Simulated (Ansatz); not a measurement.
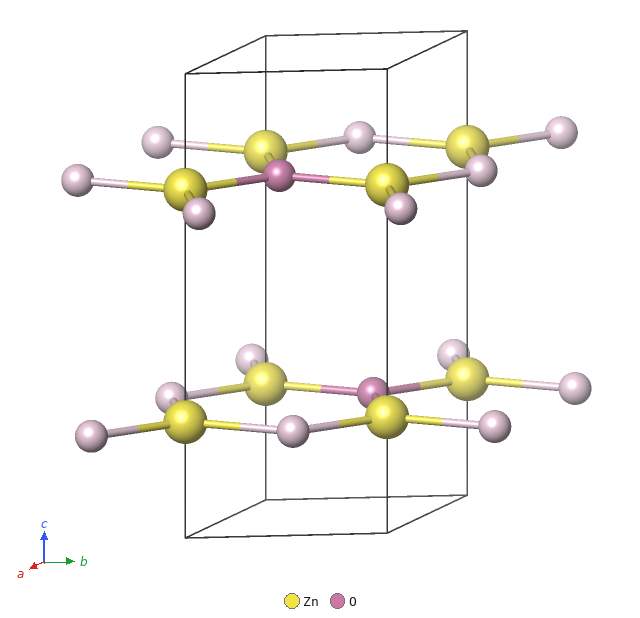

Crystal structure, ball-and-stick style, seen slightly off an axis. Lines trace the edges of the conventional unit cell. Atoms just outside the outline that bond to atoms inside are added, in fainter colours. Cell: a = 3.28 Å, b = 3.28 Å, c = 7.65 Å, α = 90.00°, β = 90.00°, γ = 120.00°.

Origin of the cell: a structure listed in the Materials Project. Earlier steps of the study may have refined or changed the cell and positions. It was run through Ansatz as a DFT input.

**Describe the crystal.**

The compound is ZnO. It belongs to space group P6_3/mmc (No. 194) and has a primitive hexagonal lattice. There are 4 atoms in the cell: 2 Zn, 2 O. Zn bonds to three O in a trigonal planar arrangement at about 1.9 Å. O is coordinated by three Zn in a trigonal planar arrangement at about 1.9 Å. The bonds build ZnO layers parallel to (001).

Results below were computed with Ansatz 0.2.0, DFT PBE, scalar-relativistic, plane waves, PAW; the settings were wavefunction cutoff 420 eV, a 12×12×4 k-point grid, Gaussian smearing of 0.02 eV, no spin polarisation.

**What is the electronic character?**

A semiconductor at this level, with a gap of 0.92 eV, direct.

**What are the atomic charges by Bader's partition?**

Zn +1.20 e; O -1.20 e.

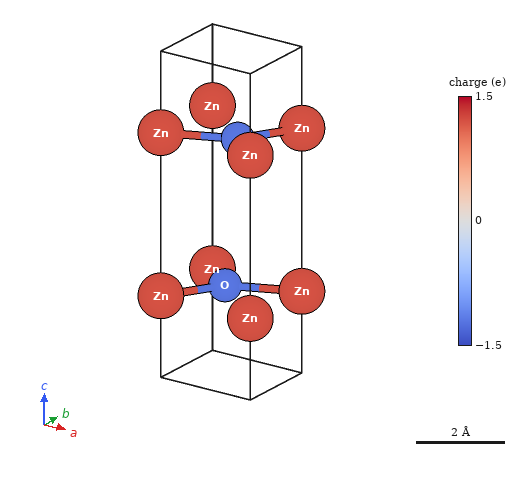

The atoms coloured by those charges. The run's cell of 4 atoms is drawn.

**Are forces and stress small enough to call this relaxed?**

Yes. All forces vanish to within 0.01 eV/Å. The pressure is 0.0 GPa, close to zero.
